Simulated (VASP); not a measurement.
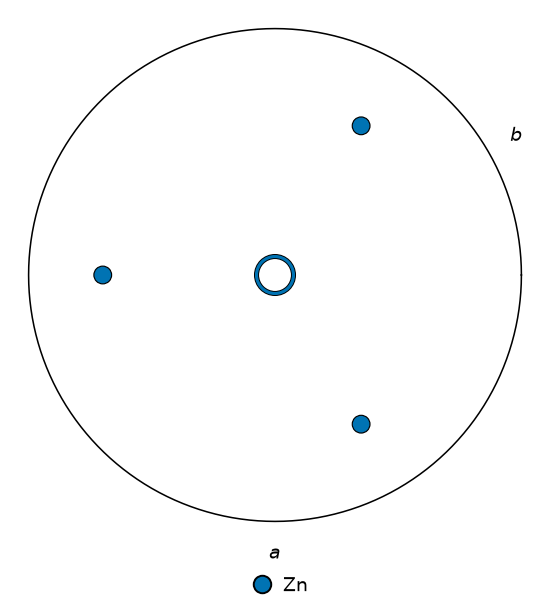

Crystal: ZnS, the end point of a relaxation with VASP 6.6.1, VASP Kohn-Sham DFT of a periodic cell, PBE with TS, VASP PAW PBE potentials, recommended. Directions from one sulfur atom at (2/3, 1/3, 0.879) to its bonded neighbours, in stereographic projection down c (filled: above the plane of the page or in it, open: below). Geometry calculated from the standardised cell; symmetry tolerance 0.002 Å.

Neighbours are counted up to 2.77 Å for Zn.

```cif
data_structure
_symmetry_space_group_name_H-M 'P 1'
_symmetry_Int_Tables_number 1
_cell_length_a 3.8245
_cell_length_b 3.8245
_cell_length_c 6.3195
_cell_angle_alpha 90.000
_cell_angle_beta 90.000
_cell_angle_gamma 120.000
_cell_volume 80.05
loop_
_atom_site_label
_atom_site_type_symbol
_atom_site_fract_x
_atom_site_fract_y
_atom_site_fract_z
_atom_site_occupancy
Zn1 Zn 0.66667 0.33333 0.50639 1
Zn2 Zn 0.33333 0.66667 0.00639 1
S1 S 0.66667 0.33333 0.87861 1
S2 S 0.33333 0.66667 0.37861 1
```

How many neighbours are there, and at what angles?

4: 4 Zn at 2.35 Å. Angles between bonds: 109° (3×), 110° (3×).

What is the site's symmetry in the crystal?

Point group 3m (C3v), order 6: one threefold axis, three mirror planes. In P6_3mc (No. 186) this is Wyckoff position 2b.
